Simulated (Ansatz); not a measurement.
**Run report: In9P10, single-point calculation**

- system: In9P10 (slab, 19 atoms in the cell)
- method: DFT PBEsol, scalar-relativistic, plane waves, PAW, no spin polarisation (Ansatz 0.2.0)

The structure derives from an entry of the Crystallography Open Database. It belongs to a series of runs on one base structure; here: (2 1 0) slab cut from the bulk. Figures and captions count atoms from 1; the log counts them from 0 in places.

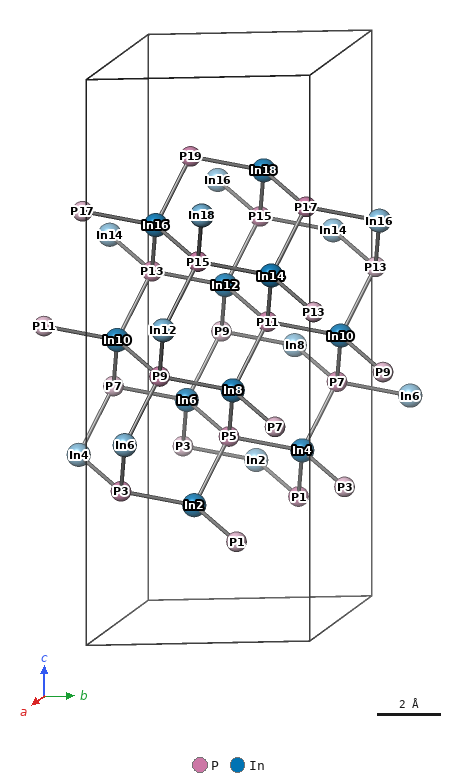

Fig. 1: The input geometry (ball-and-stick view of the cell of the calculation, with the vacuum cut short, seen slightly off an axis; neighbours outside the cell are drawn fainter; atoms are numbered from 1 in the order of the input). An atom can appear more than once, as a periodic image. Near neighbours in the periodic cell (some may lie outside the picture): P has 2 In at 2.55 Å; In has 3 P at 2.55 Å; P has 3 In at 2.55 Å; In has 4 P at 2.55 Å; P has 4 In at 2.55 Å.

Input:
```yaml
crystal:
  lattice:
    - [5.8781820746, 0.0, 0.0]
    - [-2.9390910373, 6.5720073515, 0.0]
    - [0.0, 0.0, 26.8296132326]
  atoms:
    - { symbol: P, position: [0.1, 0.7, 0.2795418605] }
    - { symbol: In, position: [0.7, 0.4, 0.3040372093] }
    - { symbol: P, position: [0.8, 0.1, 0.3285325582] }
    - { symbol: In, position: [0.4, 0.8, 0.353027907] }
    - { symbol: P, position: [0.5, 0.5, 0.3775232558] }
    - { symbol: In, position: [0.1, 0.2, 0.4020186047] }
    - { symbol: P, position: [0.2, 0.9, 0.4265139535] }
    - { symbol: In, position: [0.8, 0.6, 0.4510093023] }
    - { symbol: P, position: [0.9, 0.3, 0.4755046512] }
    - { symbol: In, position: [0.5, 0.0, 0.5] }
    - { symbol: P, position: [0.6, 0.7, 0.5244953488] }
    - { symbol: In, position: [0.2, 0.4, 0.5489906977] }
    - { symbol: P, position: [0.3, 0.1, 0.5734860465] }
    - { symbol: In, position: [0.9, 0.8, 0.5979813953] }
    - { symbol: P, position: [0.0, 0.5, 0.6224767442] }
    - { symbol: In, position: [0.6, 0.2, 0.646972093] }
    - { symbol: P, position: [0.7, 0.9, 0.6714674418] }
    - { symbol: In, position: [0.3, 0.6, 0.6959627907] }
    - { symbol: P, position: [0.4, 0.3, 0.7204581395] }
basis:
  ecutwfc: 420
kpoints:
  mp_grid: { grid: [7, 6, 1] }
hamiltonian:
  xc: pbesol
scf:
  occupations: { method: gaussian, width: 0.05 }
output:
  forces: true
  stress: true
  eigenvalues: true
efield:
  axis: 3
  dipole_correction: true
  ramp_width: 0.04
```

Hardware: 2 threads of Intel Xeon @ 2.50GHz (Skylake/Cascade Lake), 192 GiB of memory available, shared host.

Launch command:
```bash
ansatz run input.yaml --threads 2 --pin off --max-ram 5120MiB --backend cpu --events-out ev --progress --plain --runs-dir out
```

Log:
```
Engine: ansatz 0.2.0, x86_64-unknown-linux-gnu
Pseudopotentials: kind: paw
Pseudopotential: P, paw, valence charge 5, recommended cutoff 420 eV (normal), P.paw.azcp
Pseudopotential: In, paw, valence charge 13, recommended cutoff 420 eV (normal), In.paw.azcp
Functional definition: PBEsol
  exchange = pbesol_x
  correlation = pbesol_c
Crystal: 19 atoms, lattice volume = 1036.467 Å³
Basis set: ecut = 420 eV, 20201 PW (Γ), exchange–correlation on 80×100×360 points (8 copies of the dense FFT grid, shifted against one another)
Bands: 103, of which v1, the nominal top of the filled ones, is band 84 counted from 1 (83 counted from 0)
Symmetry: 1 space group operations
k-points: 22 of 42 (time reversal used)
Non-local potential: P, projectors of the file, l = 0: 2, l = 1: 2, l = 2: 2
Non-local potential: In, projectors of the file, l = 0: 2, l = 1: 2, l = 2: 2, l = 3: 2
PAW form: soft (Blöchl's): semilocal exchange-correlation on the pseudo side does not see the compensation charge
PAW frozen core: P, regenerated for the run's functional, and the local potential with it (the file was generated under x = pbe(κ = 0.804, μ = 0.2195149727645171), c = pbe(β = 0.06672455060314922))
PAW frozen core: In, regenerated for the run's functional, and the local potential with it (the file was generated under x = pbe(κ = 0.804, μ = 0.2195149727645171), c = pbe(β = 0.06672455060314922))
PAW one-centre angular grid: P, 110 points (default); XC on 64 Gauss nodes
PAW one-centre angular grid: In, 590 points (default); XC on 64 Gauss nodes
Initial density: superposition of atomic densities (neutral atoms: chi_scale 0, normalization atom), corrected by the library's trained network
Initial wavefunctions: pseudopotential atomic-orbital guess
Functional: x = pbesol(κ = 0.804, μ = 0.12345679012345678), c = pbesol(β = 0.046)
SCF iter   1: F=—  HF=-57125.227332 eV  |F-HF|=—  |Δ(HF+E_count)|=         —  Δρ=3.54e-3  dr2=1.83e-1  ethr=1.77e-3  p=0.000 e·Å  D=8.93e-14 V/Å  ΔV_dip=-0.00 eV  dr2_dipole=4.53e-7  V_vac-E_F(+/−)=5.17/5.17 eV  ⟨swp⟩=8.0  Hψ=10047  notcnv=0  defer=155
efield: sawtooth ramp at fractional position 0.9800 (placed from the atoms, in the widest stretch of the axis that holds none; the zero of the levels goes with the place), width 0.0400; the density the first Hamiltonian is built on has a dipole p = 0.000 e·Å; the dipole correction subtracts the counter field D = 8.93e-14 V/Å, which shifts the + side's vacuum level by -0.00 eV against the − side's; the planar-averaged density in the ramp window peaks in size at 6.3e-6 e/Å³
preconditioner: auto → LDOS  [metal: Δε(μ)=0.003 eV  Ē_g=12.579 eV  σ=0.050 eV  W_gap=0.04  n_scr=136 (ndim 8)  ℏωp=14.9 eV  f_vac=0.483  D(μ)=17.55/eV (n_scr^D=84)  β→1.0]
SCF iter   2: F=—  HF=-57125.183905 eV  |F-HF|=—  |Δ(HF+E_count)|=   4.34e-2  Δρ=2.11e-3  dr2=8.81e-2  ethr=1.09e-4  p=0.000 e·Å  D=4.80e-6 V/Å  ΔV_dip=-0.00 eV  dr2_dipole=7.04e-6  V_vac-E_F(+/−)=5.19/5.19 eV  ⟨swp⟩=2.9  Hψ=4684  notcnv=0  defer=263
SCF iter   3: F=—  HF=-57125.171962 eV  |F-HF|=—  |Δ(HF+E_count)|=   1.19e-2  Δρ=8.26e-4  dr2=2.08e-2  ethr=5.27e-5  p=0.000 e·Å  D=5.34e-6 V/Å  ΔV_dip=-0.00 eV  dr2_dipole=2.68e-6  V_vac-E_F(+/−)=5.20/5.20 eV  ⟨swp⟩=2.0  Hψ=3956  notcnv=0  defer=263
SCF iter   4: F=—  HF=-57125.171572 eV  |F-HF|=—  |Δ(HF+E_count)|=   3.90e-4  Δρ=6.08e-4  dr2=1.15e-2  ethr=1.25e-5  p=0.000 e·Å  D=1.66e-6 V/Å  ΔV_dip=-0.00 eV  dr2_dipole=2.71e-7  V_vac-E_F(+/−)=5.21/5.21 eV  ⟨swp⟩=2.0  Hψ=3724  notcnv=0  defer=263
SCF iter   5: F=—  HF=-57125.170279 eV  |F-HF|=—  |Δ(HF+E_count)|=   1.29e-3  Δρ=2.31e-4  dr2=2.31e-3  ethr=6.87e-6  p=-0.000 e·Å  D=-1.86e-6 V/Å  ΔV_dip=0.00 eV  dr2_dipole=4.33e-9  V_vac-E_F(+/−)=5.22/5.22 eV  ⟨swp⟩=3.0  Hψ=3953  notcnv=0  defer=263
SCF iter   6: F=—  HF=-57125.170095 eV  |F-HF|=—  |Δ(HF+E_count)|=   1.84e-4  Δρ=1.12e-4  dr2=3.55e-4  ethr=1.38e-6  p=-0.000 e·Å  D=-4.33e-6 V/Å  ΔV_dip=0.00 eV  dr2_dipole=2.23e-8  V_vac-E_F(+/−)=5.22/5.22 eV  ⟨swp⟩=2.5  Hψ=3334  notcnv=0  defer=263
SCF iter   7: F=—  HF=-57125.170063 eV  |F-HF|=—  |Δ(HF+E_count)|=   3.21e-5  Δρ=5.45e-5  dr2=7.93e-5  ethr=2.12e-7  p=-0.000 e·Å  D=-4.69e-6 V/Å  ΔV_dip=0.00 eV  dr2_dipole=1.18e-8  V_vac-E_F(+/−)=5.22/5.22 eV  ⟨swp⟩=2.0  Hψ=3639  notcnv=0  defer=263
SCF iter   8: F=—  HF=-57125.170046 eV  |F-HF|=—  |Δ(HF+E_count)|=   1.65e-5  Δρ=2.83e-5  dr2=2.48e-5  ethr=4.75e-8  p=-0.000 e·Å  D=-4.42e-6 V/Å  ΔV_dip=0.00 eV  dr2_dipole=3.25e-10  V_vac-E_F(+/−)=5.22/5.22 eV  ⟨swp⟩=2.3  Hψ=3234  notcnv=0  defer=263
SCF iter   9: F=—  HF=-57125.170044 eV  |F-HF|=—  |Δ(HF+E_count)|=   1.97e-6  Δρ=1.28e-5  dr2=4.95e-6  ethr=1.49e-8  p=-0.000 e·Å  D=-4.23e-6 V/Å  ΔV_dip=0.00 eV  dr2_dipole=3.27e-13  V_vac-E_F(+/−)=5.22/5.22 eV  ⟨swp⟩=2.2  Hψ=2883  notcnv=0  defer=263
SCF iter  10: F=—  HF=-57125.170044 eV  |F-HF|=—  |Δ(HF+E_count)|=   7.87e-8  Δρ=5.62e-6  dr2=9.66e-7  ethr=2.96e-9  p=-0.000 e·Å  D=-3.96e-6 V/Å  ΔV_dip=0.00 eV  dr2_dipole=3.96e-11  V_vac-E_F(+/−)=5.22/5.22 eV  ⟨swp⟩=2.1  Hψ=2542  notcnv=0  defer=263
SCF iter  11: F=-57125.170044 eV  HF=-57125.170044 eV  |F-HF|=3.34e-8  |Δ(HF+E_count)|=   8.81e-8  Δρ=1.94e-6  dr2=9.32e-8  ethr=5.99e-11  p=-0.000 e·Å  D=-3.88e-6 V/Å  ΔV_dip=0.00 eV  dr2_dipole=1.34e-11  V_vac-E_F(+/−)=5.22/5.22 eV  ⟨swp⟩=15.8  Hψ=15363  notcnv=0
SCF 1 converged in 11 iterations: F = -57125.170044 eV  dr2 = 9.32e-8
  greatest PAW one-centre occupation: 0.982 electrons in one spin orbital (limit 2), on the In atom at site 17 (counted from 0), in its partial waves of l = 2
```

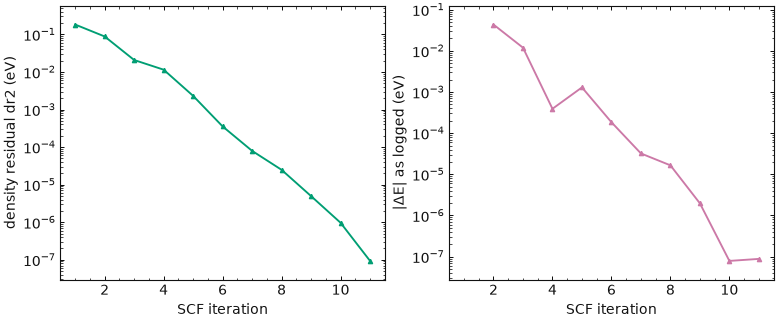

Fig. 2: Convergence of the self-consistent field: density residual dr2 and size of the energy change against the SCF iteration. The residual falls at every step.

```
SCF converged after 11 iterations
Free energy (F): -57125.170044 eV
Harris-Foulkes:  -57125.170044 eV  (|F-HF|=3.34e-8)
Internal energy: -57125.147911 eV  (E = F + TS)
E sigma→0 (E₀):  -57125.158978 eV
Entropy (-TS):   -0.022133 eV (-1.165 meV/atom)
Fermi energy:    0.309410 eV
Dipole field:    D = -0.000002 V/Å  (p = -0.000010 e·Å, saw-weighted, corrected)
Work function:   Φ+ = 5.2223 eV   Φ− = 5.2223 eV
Levels:          The Fermi level and band energies are counted from a zero that moves with the ramp; work functions are not
--- Per-component energies (eV) ---
  E_band       = -1563.992389
  E_kinetic    = 2873.429372
  E_local      = -99377.791766  (includes V_loc(G=0)·N_el)
  E_nonlocal   = 3657.713760
  E_hartree    = 47788.769206
  E_xc         = -2517.040867
  E_vxc        = -1487.271802  (∫ρ·V_xc dr)
  E_paw        = -42301.407516  (= ΣΔE_a)
  E_vpaw       = -2807.613510  (= ΣTr[D̂ρ^β])
  E_aug_tail   = 0.000264  (compensation charges beyond the density's cutoff)
  E_efield     = 0.000000  (sawtooth field / dipole correction)
  E_vefield    = 0.000000  (∫n·V_field dr)
  E_ewald      = 32748.595553
  E_core_change = 2.584083  (= ΣΔE_core)
  E_smearing   = -0.022133  (= −TS)
  E_closure    = -0.000000  (closes the sum)
  Σ components = -57125.170044   (vs F -57125.170044, Δ=0.00e0)
--- Forces (eV/Å), atoms counted from 1 ---
  atom   1  P     -0.50492500     0.06190020    -0.28195719
  atom   2  In     1.16356620     0.59926155     0.89590278
  atom   3  P      0.06377655    -0.51334756    -0.45018833
  atom   4  In    -0.23657293    -0.02626741    -0.21515444
  atom   5  P     -0.30735226    -0.21175487    -0.09994916
  atom   6  In    -0.15841395     0.04102232    -0.12119573
  atom   7  P     -0.09631221    -0.01340330     0.16152768
  atom   8  In     0.16720483     0.05020126     0.00858111
  atom   9  P     -0.05488152     0.04137117     0.13825445
  atom  10  In    -0.07295435    -0.00009535     0.00007373
  atom  11  P     -0.05467264    -0.04065970    -0.13827737
  atom  12  In     0.16747489    -0.05134855    -0.00845416
  atom  13  P     -0.09677340     0.01416787    -0.16208432
  atom  14  In    -0.15781342    -0.04127241     0.12103873
  atom  15  P     -0.30780709     0.21240860     0.09975912
  atom  16  In    -0.23547153     0.02523277     0.21443648
  atom  17  P      0.06413601     0.51509629     0.45073542
  atom  18  In     1.16373667    -0.59988039    -0.89536711
  atom  19  P     -0.50596515    -0.06263425     0.28231781
  max |Σ_I F_I| component: 2.03e-5 eV/Å
--- Stress (GPa, compression-positive) ---
       -0.787248       0.000240       0.000061
        0.000240      -0.767637      -0.164239
        0.000061      -0.164239       0.032365
  P = ⅓ Tr σ = -0.5075 GPa (-5.075 kbar)
--- Band table (eV; the first three rows and the last of 22) ---
  k-point 0: bands = ["-14.1401", "-14.1380", "-14.0990", "-14.0817", "-14.0774", "-14.0660", "-14.0630", "-14.0623", "-14.0398", "-13.9931", "-13.9777", "-13.9403", "-13.9366", "-13.9329", "-13.9326", "-13.9180", "-13.9168", "-13.8915", "-13.8798", "-13.8692", "-13.8628", "-13.8475", "-13.8447", "-13.8364", "-13.8303", "-13.8299", "-13.8098", "-13.8060", "-13.8048", "-13.7848", "-13.7814", "-13.7375", "-13.7349", "-13.7250", "-13.7215", "-13.6738", "-13.6698", "-13.6615", "-13.6611", "-13.6390", "-13.6385", "-13.5362", "-13.5356", "-13.5126", "-13.5120", "-11.0855", "-10.5186", "-9.7758", "-9.0952", "-9.0355", "-9.0186", "-8.7969", "-8.6975", "-8.3474", "-8.3234", "-5.3922", "-5.2878", "-5.2317", "-5.1043", "-5.0604", "-4.6669", "-3.6591", "-2.9979", "-2.9930", "-2.5653", "-2.5316", "-2.4754", "-2.4599", "-2.2753", "-2.0919", "-2.0753", "-1.7993", "-1.7763", "-1.6120", "-1.5094", "-0.9376", "-0.8982", "-0.7670", "-0.3230", "-0.2812", "-0.2405", "-0.1303", "0.2019", "0.4617", "0.5111", "0.8485", "1.3845", "2.4364", "2.5177", "2.9777", "3.1783", "3.5926", "3.6092", "3.7134", "3.8040", "3.8120", "3.9875", "4.1359", "4.2321", "4.4762", "4.5892", "4.7585", "4.8193"]
  k-point 1: bands = ["-14.1395", "-14.1382", "-14.0978", "-14.0845", "-14.0780", "-14.0665", "-14.0640", "-14.0618", "-14.0417", "-13.9950", "-13.9771", "-13.9424", "-13.9366", "-13.9331", "-13.9326", "-13.9207", "-13.9135", "-13.8896", "-13.8777", "-13.8694", "-13.8585", "-13.8500", "-13.8428", "-13.8363", "-13.8324", "-13.8283", "-13.8123", "-13.8093", "-13.8050", "-13.7836", "-13.7790", "-13.7379", "-13.7340", "-13.7245", "-13.7215", "-13.6750", "-13.6712", "-13.6607", "-13.6598", "-13.6382", "-13.6375", "-13.5361", "-13.5355", "-13.5124", "-13.5118", "-11.0033", "-10.4446", "-9.7223", "-9.4065", "-9.1311", "-8.9630", "-8.8112", "-8.7067", "-8.3886", "-8.3614", "-5.4037", "-5.2869", "-5.1829", "-4.9910", "-4.7129", "-4.6695", "-3.7565", "-2.8654", "-2.8063", "-2.7355", "-2.4632", "-2.3590", "-2.3218", "-2.3106", "-2.2537", "-1.9381", "-1.8751", "-1.7783", "-1.5112", "-1.3448", "-1.1852", "-1.0865", "-0.6059", "-0.5991", "-0.2991", "-0.2544", "-0.0296", "0.0749", "0.2937", "0.4852", "1.0977", "1.4268", "2.5350", "2.6190", "2.9382", "3.0763", "3.1569", "3.3649", "3.4324", "3.5658", "3.7314", "3.8011", "3.9220", "4.1268", "4.3310", "4.3505", "4.5509", "4.7568"]
  k-point 2: bands = ["-14.1392", "-14.1386", "-14.0957", "-14.0908", "-14.0793", "-14.0662", "-14.0646", "-14.0619", "-14.0392", "-14.0048", "-13.9757", "-13.9493", "-13.9361", "-13.9332", "-13.9327", "-13.9242", "-13.9049", "-13.8865", "-13.8724", "-13.8680", "-13.8587", "-13.8470", "-13.8419", "-13.8391", "-13.8344", "-13.8248", "-13.8175", "-13.8143", "-13.8050", "-13.7843", "-13.7737", "-13.7379", "-13.7325", "-13.7241", "-13.7213", "-13.6769", "-13.6741", "-13.6587", "-13.6577", "-13.6364", "-13.6355", "-13.5360", "-13.5351", "-13.5119", "-13.5113", "-10.7641", "-10.2324", "-9.9164", "-9.5407", "-9.4579", "-8.9968", "-8.8182", "-8.7573", "-8.4778", "-8.4298", "-5.4487", "-5.2506", "-5.0580", "-4.8706", "-4.3051", "-4.1506", "-3.8672", "-2.9509", "-2.7730", "-2.5789", "-2.4358", "-2.3764", "-2.1559", "-2.0464", "-2.0252", "-1.9929", "-1.9783", "-1.7815", "-1.5524", "-1.3952", "-1.3094", "-1.0882", "-0.8294", "-0.6582", "-0.3029", "-0.2751", "-0.2163", "-0.0874", "0.2257", "0.3872", "1.2498", "1.4431", "2.4053", "2.6511", "2.7753", "2.8714", "3.0054", "3.1362", "3.3094", "3.3586", "3.4094", "3.4792", "3.7300", "3.7954", "4.0087", "4.1353", "4.2821", "4.6816"]
  k-point 21: bands = ["-14.1298", "-14.1295", "-14.0816", "-14.0810", "-14.0726", "-14.0646", "-14.0630", "-14.0533", "-14.0273", "-14.0080", "-13.9682", "-13.9647", "-13.9325", "-13.9322", "-13.9287", "-13.9284", "-13.9037", "-13.8972", "-13.8943", "-13.8739", "-13.8716", "-13.8627", "-13.8597", "-13.8489", "-13.8471", "-13.8166", "-13.8107", "-13.8093", "-13.8024", "-13.7777", "-13.7754", "-13.7378", "-13.7371", "-13.7255", "-13.7239", "-13.6772", "-13.6758", "-13.6637", "-13.6624", "-13.6449", "-13.6438", "-13.5349", "-13.5343", "-13.5115", "-13.5109", "-10.4378", "-9.9787", "-9.6321", "-9.5294", "-9.4955", "-9.2167", "-9.1166", "-8.9810", "-8.4831", "-8.4070", "-5.3195", "-5.1883", "-5.0769", "-4.9949", "-4.8922", "-4.6720", "-4.4714", "-3.7626", "-3.0073", "-2.7229", "-2.5327", "-2.4287", "-2.2344", "-1.8434", "-1.7655", "-1.6321", "-1.4806", "-1.3580", "-1.1412", "-1.0775", "-1.0208", "-0.9354", "-0.7794", "-0.7275", "-0.2737", "-0.2241", "-0.1252", "-0.0744", "0.3326", "0.3690", "1.2354", "1.3027", "2.5906", "2.8964", "2.9231", "3.0811", "3.1859", "3.2983", "3.5130", "3.8708", "4.0230", "4.4525", "4.5622", "4.7565", "4.8018", "4.8750", "4.9738", "5.0922"]
```

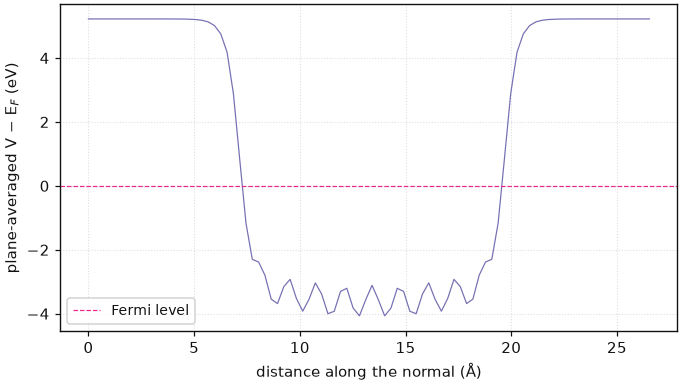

Fig. 3: Plane average of the electrostatic potential energy of an electron across the cell, from the Fermi level. The vacuum level lies 5.22 eV above the Fermi level.

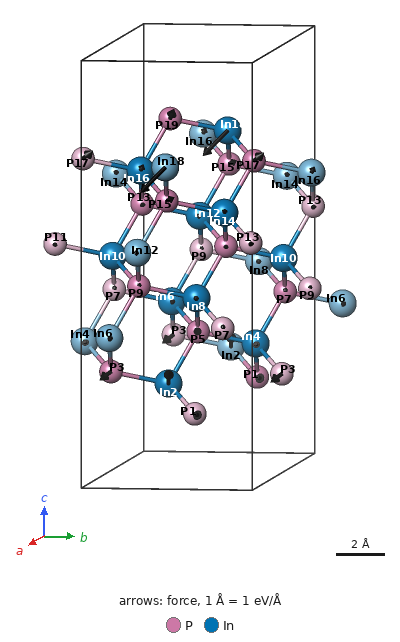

Fig. 4: Forces on the atoms as black arrows (ball-and-stick view of the cell of the calculation, with the vacuum cut short, seen slightly off an axis; neighbours outside the cell are drawn fainter; atoms are numbered from 1 in the order of the input); the smallest are left out. The largest act on In2, In18 (1.59 eV/Å); P3, P17 (0.69 eV/Å); P1, P19 (0.58 eV/Å). The geometry is not a stationary point of this energy.

Summary:

| quantity | value |
| --- | --- |
| outcome | converged |
| electrons treated | 167 |
| free energy | −57125.1700 eV |
| work function, top face | 5.22 eV |
| work function, bottom face | 5.22 eV |
| Fermi energy | 0.309 eV |
| gap on the k-point mesh | none (metallic) |
| work function (upper face) | 5.22 eV |
| largest force (length of the vector) | 1.586 eV/Å |
| wall time | 3.4 min (CPU time 6.7 min) |
| peak memory | 2.5 GiB |
